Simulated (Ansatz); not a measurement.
Ni

```xyz
2
Lattice="-1.3461 1.6351 1.1998 1.6351 -1.3461 1.1998 2.7882 2.7882 -0.6705" Properties=species:S:1:pos:R:3 pbc="T T T"
Ni    1.7387    2.7327    0.6969
Ni    1.3382    0.3450    1.0322
```

Space group P6₃/mmc; set up as Ni, beta-Sn type; a generated structure, not necessarily the stable one; changed on purpose from its base cell (volume × 0.92); computed pressure about 19 GPa in this cell; spin-polarised.

Level of theory: Ansatz 0.2.0, DFT, revPBE, plane waves (420 eV) with PAW, scalar-relativistic.

In a PAW calculation such maps are meaningful between the atoms, not at the nuclei.

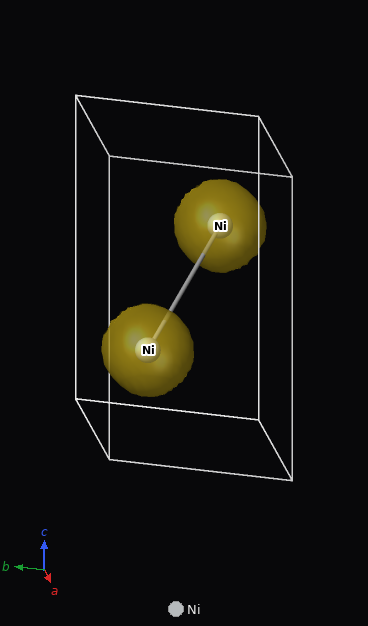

Figure 1. Isosurface of the spin density (up minus down) at +0.2 e/Å³ (yellow), seen at an oblique angle. Sticks mark near contacts.

### Describe the spin distribution.

The spin density sits on Ni: +0.6 μB (×2) in one cell of 2 atoms: parallel main moments (a ferromagnetic arrangement) in this solution. The cell of the calculation (2 atoms) carries 1.2 μB of net spin moment.

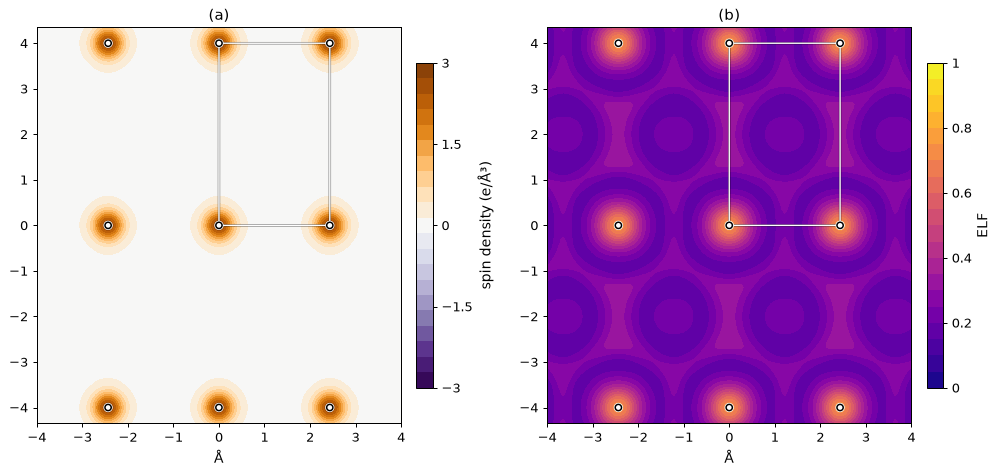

Figure 2. (a) magnetisation density (up minus down); (b) electron localisation function on the (100) plane of the conventional cell. Circles mark the nuclei in the plane (Ni).

### Describe what can be read from this map.

The plane passes through Ni nuclei. Atoms just off the plane (Ni, 0.7 Å away) can leave unmarked features too. Ni–Ni (2.43 Å): the ELF is about 0.25 at the midpoint; no shared electron pair shows on this line. The features right at Ni lie inside the PAW spheres, where the map follows smoothed inner orbitals and isn't to be read closely.

### Does the calculation give a band gap?

It is metallic or semimetallic at this level of theory: no gap opens.
